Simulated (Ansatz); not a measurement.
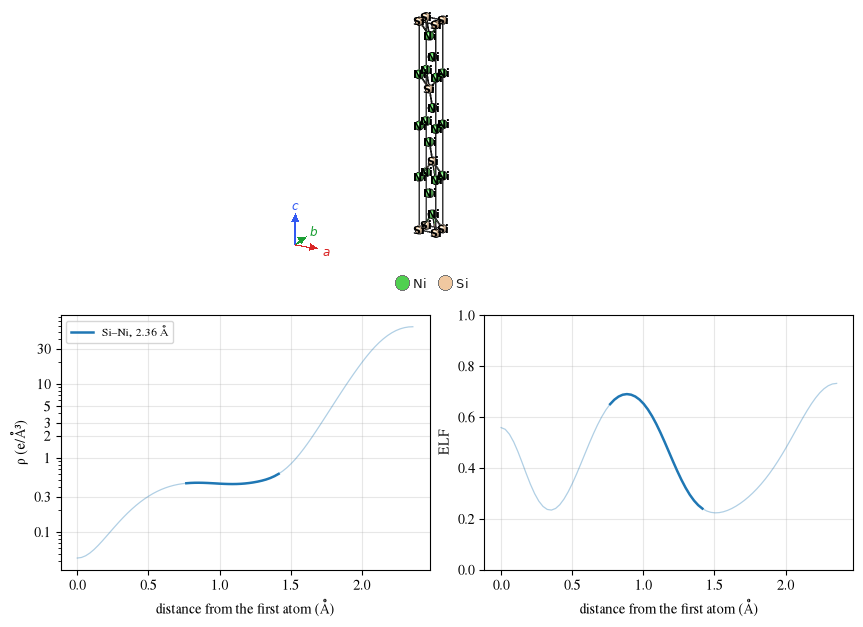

The picture shows: SiNi$_{3}$. Valence charge density (pseudo) and ELF along straight lines between neighbouring atoms. Thin, pale parts lie inside the atomic spheres. The structure is drawn too.

Space group R-3m; a structure from a database of computed crystals, not necessarily the ambient phase; computed pressure about −16 GPa in this cell; spin-polarised.

Computed with Kohn-Sham DFT of a periodic cell, LDA, Ansatz PAW (Ansatz 0.2.0).

Core electrons are frozen (PAW), and the valence fields are smoothed inside the atomic spheres.

```cif
data_structure
_symmetry_space_group_name_H-M 'P 1'
_symmetry_Int_Tables_number 1
_cell_length_a 2.6027
_cell_length_b 2.6027
_cell_length_c 23.1382
_cell_angle_alpha 90.000
_cell_angle_beta 90.000
_cell_angle_gamma 120.000
_cell_volume 135.74
loop_
_atom_site_label
_atom_site_type_symbol
_atom_site_fract_x
_atom_site_fract_y
_atom_site_fract_z
_atom_site_occupancy
Ni1 Ni 0.00000 0.00000 0.25473 1
Ni2 Ni 0.66667 0.33333 0.58807 1
Ni3 Ni 0.33333 0.66667 0.92140 1
Ni4 Ni 0.33333 0.66667 0.16667 1
Ni5 Ni 0.00000 0.00000 0.50000 1
Ni6 Ni 0.66667 0.33333 0.83333 1
Ni7 Ni 0.66667 0.33333 0.07860 1
Ni8 Ni 0.33333 0.66667 0.41193 1
Ni9 Ni 0.00000 0.00000 0.74527 1
Si1 Si 0.00000 0.00000 0.00000 1
Si2 Si 0.66667 0.33333 0.33333 1
Si3 Si 0.33333 0.66667 0.66667 1
```

What can be read from the curves?

Si–Ni (2.36 Å): the density is about 0.45 e/Å³ at the midpoint; the ELF peaks at about 0.70 in the valence shell of Si, 0.9 Å from its nucleus, and is about 0.45 at the midpoint.
